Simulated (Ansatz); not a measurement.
## What a change does: single-point calculation on AlGa2N2

System: AlGa2N2 (R-3m, 5 atoms in the cell).
Method of run A: DFT PBE, scalar-relativistic, plane waves, PAW, spin-polarised (Ansatz 0.2.0).

The structure was made by a generator, so it may or may not be a known phase. Text and figures count atoms from 1; the logs count them from 0 in places.

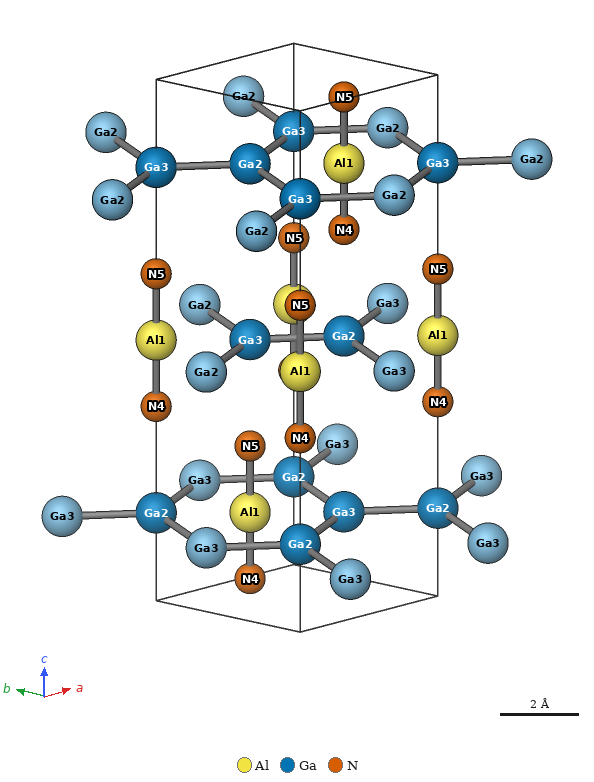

Figure 1. The structure (ball-and-stick view of the cell 3 times as large as that of the calculation, set on its symmetry axes, seen at an oblique angle; neighbours outside the cell are drawn fainter; atoms are numbered from 1 in the order of the input). An atom can appear more than once, as a periodic image.

## The input, run A
```yaml
crystal:
  lattice:
    - [2.11150108, 1.21907572, 4.95482123]
    - [-2.11150108, 1.21907572, 4.95482123]
    - [0.0, -2.43815144, 4.95482123]
  atoms:
    - { symbol: Al, position: [0.5, 0.5, 0.5] }
    - { symbol: Ga, position: [0.16862062, 0.16862062, 0.16862062] }
    - { symbol: Ga, position: [0.83137938, 0.83137938, 0.83137938] }
    - { symbol: "N", position: [0.37283239, 0.37283239, 0.37283239], spin: 1.0 }
    - { symbol: "N", position: [0.62716761, 0.62716761, 0.62716761], spin: 1.0 }
basis:
  ecutwfc: 420
kpoints:
  mp_grid: { grid: [6, 6, 6] }
hamiltonian:
  xc: pbe
scf:
  occupations: { method: gaussian, width: 0.1 }
  lower_state_search: "off"
output:
  forces: true
  stress: true
  eigenvalues: true
  populations: true
magnetization:
  spin_polarized: true
```

Command:
```bash
ansatz run input.yaml --threads 1 --pin off --max-ram 2560MiB --backend cpu --events-out ev --progress --plain --runs-dir out
```

Hardware: 1 thread of Intel Xeon @ 2.50GHz (Skylake/Cascade Lake), 189 GiB of memory available, shared host.

## Output, shortened to warnings, some set-up lines, iterations and results (run A)
```
Basis set: ecut = 420 eV, 1499 PW (Γ), exchange–correlation on 80×80×80 points (8 copies of the dense FFT grid, shifted against one another)
Symmetry: 12 space group operations
k-points: 32 of 216
Initial density: superposition of atomic densities (chi_scale 0.1, normalization cell, long waves kept (reshape's long-wave potential 0.30 eV rms))
[...]
SCF iter   1: F=—  HF=-8865.763716 eV  |F-HF|=—  |Δ(HF+E_count)|=         —  Δρ=5.63e-2 (↑5.63e-2 ↓4.19e-2)  dr2=1.52e1  dr2_m=9.60e-2  M=1.354 μB ∫|m|=1.505 μB  β_m=0.30  …
SCF iter   2: F=—  HF=-8864.096427 eV  |F-HF|=—  |Δ(HF+E_count)|=    1.67e0  Δρ=2.35e-2 (↑2.35e-2 ↓2.22e-2)  dr2=3.15e0  dr2_m=3.86e-2  M=1.364 μB ∫|m|=1.510 μB  β_m=0.30  …
SCF iter   3: F=—  HF=-8863.666578 eV  |F-HF|=—  |Δ(HF+E_count)|=   4.30e-1  Δρ=1.54e-2 (↑1.21e-2 ↓1.54e-2)  dr2=9.11e-1  dr2_m=2.05e-2  M=1.393 μB ∫|m|=1.519 μB  β_m=0.30  …
SCF iter   4: F=—  HF=-8863.360048 eV  |F-HF|=—  |Δ(HF+E_count)|=   3.07e-1  Δρ=9.78e-3 (↑9.78e-3 ↓5.97e-3)  dr2=7.29e-2  dr2_m=1.78e-2  M=1.332 μB ∫|m|=1.460 μB  β_m=0.30  …
SCF iter   5: F=—  HF=-8863.363068 eV  |F-HF|=—  |Δ(HF+E_count)|=   3.02e-3  Δρ=7.08e-3 (↑7.08e-3 ↓4.63e-3)  dr2=4.55e-2  dr2_m=1.26e-2  M=1.297 μB ∫|m|=1.423 μB  β_m=0.30  …
[... 10 lines ...]
SCF iter  16: F=—  HF=-8863.388708 eV  |F-HF|=—  |Δ(HF+E_count)|=   2.24e-5  Δρ=6.74e-5 (↑6.74e-5 ↓6.19e-5)  dr2=1.19e-5  dr2_m=8.23e-7  M=1.036 μB ∫|m|=1.110 μB  β_m=0.74  …
SCF iter  17: F=—  HF=-8863.388706 eV  |F-HF|=—  |Δ(HF+E_count)|=   2.26e-6  Δρ=2.83e-5 (↑2.10e-5 ↓2.83e-5)  dr2=5.47e-7  dr2_m=3.12e-7  M=1.035 μB ∫|m|=1.110 μB  β_m=0.85  …
SCF iter  18: F=-8863.388707 eV  HF=-8863.388707 eV  |F-HF|=3.04e-8  |Δ(HF+E_count)|=   5.61e-7  Δρ=7.71e-6 (↑7.71e-6 ↓6.38e-6)  dr2=1.35e-8  dr2_m=3.24e-8  M=1.034 μB …
SCF iter  19: F=-8863.388707 eV  HF=-8863.388707 eV  |F-HF|=3.11e-10  |Δ(HF+E_count)|=   1.02e-7  Δρ=1.28e-6 (↑1.06e-6 ↓1.28e-6)  dr2=5.66e-9  dr2_m=6.02e-10  M=1.033 μB …
SCF 1 converged in 19 iterations: F = -8863.388707 eV  dr2 = 5.66e-9
SCF converged after 19 iterations
Magnetization: 1.0335 μB (20.0167 up, 18.9833 down)
Absolute magnetization: 1.1068 μB (∫|ρ↑−ρ↓|, with the PAW one-centre terms)
Spin contamination: 0.0258 ħ² per cell (⟨S²⟩ above its minimum at these occupations)
Per-site moments (μB) at R_I (Å): [(0.0009230493607349842, 0.779739807572996), (0.004683479292615153, 1.0058088260742972), (0.004683479292615189, 1.005808826074297), (0.38556520438296116, 0.779739807572996), (0.3855652043829612, 0.779739807572996)]
Free energy (F): -8863.388707 eV
Harris-Foulkes:  -8863.388707 eV  (|F-HF|=3.11e-10)
Internal energy: -8863.375782 eV  (E = F + TS)
E sigma→0 (E₀):  -8863.382244 eV
Entropy (-TS):   -0.012925 eV (-2.585 meV/atom)
Fermi energy:    6.521140 eV
--- Per-component energies (eV) ---
  E_band       = -154.944871
  E_kinetic    = 502.846758
  E_local      = -4836.082415  (includes V_loc(G=0)·N_el)
  E_nonlocal   = 948.836635
  E_hartree    = 2185.850549
  E_xc         = -296.559975
  E_vxc        = -294.898236  (∫ρ·V_xc dr)
  E_paw        = -4689.101764  (= ΣΔE_a)
  E_vpaw       = -847.351237  (= ΣTr[D̂ρ^β])
  E_aug_tail   = -0.000020  (compensation charges beyond the density's cutoff)
  E_ewald      = -2679.165549
  E_smearing   = -0.012925  (= −TS)
  E_closure    = 0.000000  (closes the sum)
  Σ components = -8863.388707   (vs F -8863.388707, Δ=0.00e0)
--- Forces (eV/Å), atoms counted from 1 ---
  atom   1  Al     0.00000000    -0.00000000    -0.00000000
  atom   2  Ga     0.00000000     0.00000000     0.38268783
  atom   3  Ga     0.00000000    -0.00000000    -0.38268783
  atom   4  N      0.00000000     0.00000000     0.34837386
  atom   5  N      0.00000000     0.00000000    -0.34837386
  max |Σ_I F_I| component: 1.11e-16 eV/Å
--- Stress (GPa, compression-positive) ---
       22.248878       0.000000       0.000000
        0.000000      22.248878       0.000000
        0.000000       0.000000     -16.674401
  P = ⅓ Tr σ = 9.2745 GPa (92.745 kbar)
--- Löwdin populations: 5 sites ---
  site symbol       q [e]    m [muB]
     0     Al      2.3121    -0.0213
     1     Ga     12.7684    -0.0123
     2     Ga     12.7684    -0.0123
     3      N      5.4368     0.5363
     4      N      5.4368     0.5363
  spilling = 0.007113 (of n_electrons = 39.000000)
```

The input of run B differs as follows (lines with − go, lines with + come):
```diff
-    - { symbol: "N", position: [0.37283239, 0.37283239, 0.37283239], spin: 1.0 }
-    - { symbol: "N", position: [0.62716761, 0.62716761, 0.62716761], spin: 1.0 }
+    - { symbol: "N", position: [0.37283239, 0.37283239, 0.37283239] }
+    - { symbol: "N", position: [0.62716761, 0.62716761, 0.62716761] }
-  populations: true
-magnetization:
-  spin_polarized: true
```

How does run B compare with run A?

With the same functional and potentials, run B lies 4.6 meV per atom higher. The pressure goes from 9.27 to 8.91 GPa. The SCF takes 7 iterations against 19. On the same kind of shared host run B took about 0.21 times as long. The two runs start from different initial densities, which also moves the count.

## Output, shortened to warnings, some set-up lines, iterations and results (run B)
```
Basis set: ecut = 420 eV, 1499 PW (Γ), exchange–correlation on 80×80×80 points (8 copies of the dense FFT grid, shifted against one another)
Symmetry: 12 space group operations
k-points: 32 of 216
Initial density: superposition of atomic densities (neutral atoms: chi_scale 0, normalization atom), corrected by the library's trained network
[...]
SCF iter   1: F=—  HF=-8863.379000 eV  |F-HF|=—  |Δ(HF+E_count)|=         —  Δρ=7.33e-3  dr2=6.68e-2  ethr=1.77e-3  ⟨swp⟩=6.2  Hψ=3643  notcnv=0
SCF iter   2: F=—  HF=-8863.366777 eV  |F-HF|=—  |Δ(HF+E_count)|=   1.22e-2  Δρ=3.38e-3  dr2=5.45e-3  ethr=1.71e-4  ⟨swp⟩=2.7  Hψ=1676  notcnv=0  defer=21
SCF iter   3: F=—  HF=-8863.366613 eV  |F-HF|=—  |Δ(HF+E_count)|=   1.64e-4  Δρ=1.57e-3  dr2=2.18e-3  ethr=1.40e-5  ⟨swp⟩=2.0  Hψ=1414  notcnv=0  defer=21
SCF iter   4: F=—  HF=-8863.365537 eV  |F-HF|=—  |Δ(HF+E_count)|=   1.08e-3  Δρ=5.52e-4  dr2=1.33e-4  ethr=5.59e-6  ⟨swp⟩=2.0  Hψ=1270  notcnv=0  defer=21
SCF iter   5: F=—  HF=-8863.365479 eV  |F-HF|=—  |Δ(HF+E_count)|=   5.76e-5  Δρ=1.23e-4  dr2=8.47e-6  ethr=3.40e-7  ⟨swp⟩=2.1  Hψ=1377  notcnv=0  defer=21
SCF iter   6: F=—  HF=-8863.365543 eV  |F-HF|=—  |Δ(HF+E_count)|=   6.36e-5  Δρ=3.28e-5  dr2=6.79e-7  ethr=2.17e-8  ⟨swp⟩=2.1  Hψ=1335  notcnv=0  defer=21
SCF iter   7: F=-8863.365543 eV  HF=-8863.365543 eV  |F-HF|=1.13e-8  |Δ(HF+E_count)|=   1.53e-7  Δρ=4.79e-6  dr2=1.89e-8  ethr=2.56e-10  ⟨swp⟩=7.9  Hψ=3661  notcnv=0
SCF 1 converged in 7 iterations: F = -8863.365543 eV  dr2 = 1.89e-8
SCF converged after 7 iterations
Free energy (F): -8863.365543 eV
Harris-Foulkes:  -8863.365543 eV  (|F-HF|=1.13e-8)
Internal energy: -8863.345417 eV  (E = F + TS)
E sigma→0 (E₀):  -8863.355480 eV
Entropy (-TS):   -0.020127 eV (-4.025 meV/atom)
Fermi energy:    6.446688 eV
--- Per-component energies (eV) ---
  E_band       = -155.337253
  E_kinetic    = 502.316174
  E_local      = -4835.241159  (includes V_loc(G=0)·N_el)
  E_nonlocal   = 948.780069
  E_hartree    = 2185.330204
  E_xc         = -296.396275
  E_vxc        = -294.682311  (∫ρ·V_xc dr)
  E_paw        = -4688.968860  (= ΣΔE_a)
  E_vpaw       = -847.171744  (= ΣTr[D̂ρ^β])
  E_aug_tail   = -0.000020  (compensation charges beyond the density's cutoff)
  E_ewald      = -2679.165549
  E_smearing   = -0.020127  (= −TS)
  E_closure    = -0.000000  (closes the sum)
  Σ components = -8863.365543   (vs F -8863.365543, Δ=0.00e0)
--- Forces (eV/Å), atoms counted from 1 ---
  atom   1  Al    -0.00000000     0.00000000     0.00000000
  atom   2  Ga     0.00000000     0.00000000     0.39624493
  atom   3  Ga     0.00000000    -0.00000000    -0.39624493
  atom   4  N      0.00000000     0.00000000     0.29480498
  atom   5  N      0.00000000    -0.00000000    -0.29480498
  max |Σ_I F_I| component: 1.11e-16 eV/Å
--- Stress (GPa, compression-positive) ---
       21.985195       0.000000       0.000000
        0.000000      21.985195       0.000000
        0.000000       0.000000     -17.232602
  P = ⅓ Tr σ = 8.9126 GPa (89.126 kbar)
```

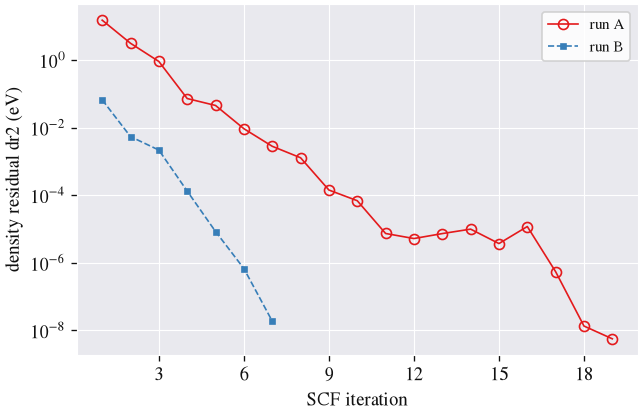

Figure 2. Convergence of the two runs: density residual dr2 against the SCF iteration. Run A takes 19 iterations in all, and run B takes 7.

## The two runs side by side

```tsv
quantity	run A	run B
outcome	converged	converged
free energy per atom (eV)	−1772.6777	−1772.6731
energy per atom, smearing taken to zero (eV)	−1772.6764	−1772.6711
gap on the mesh (eV)	0.00	0.00
net moment of the cell (μB)	1.03	–
absolute moment of the cell (μB)	1.11	–
pressure (GPa)	9.27	8.91
largest force (eV/Å)	0.383	0.396
SCF iterations	19	7
irreducible k-points	32	32
plane waves at Γ	1499	1499
wall time (shared host)	31 s	6.7 s
```

For run B: The cell holds an odd number of electrons but the run has no spin polarisation, so a band is left half filled.
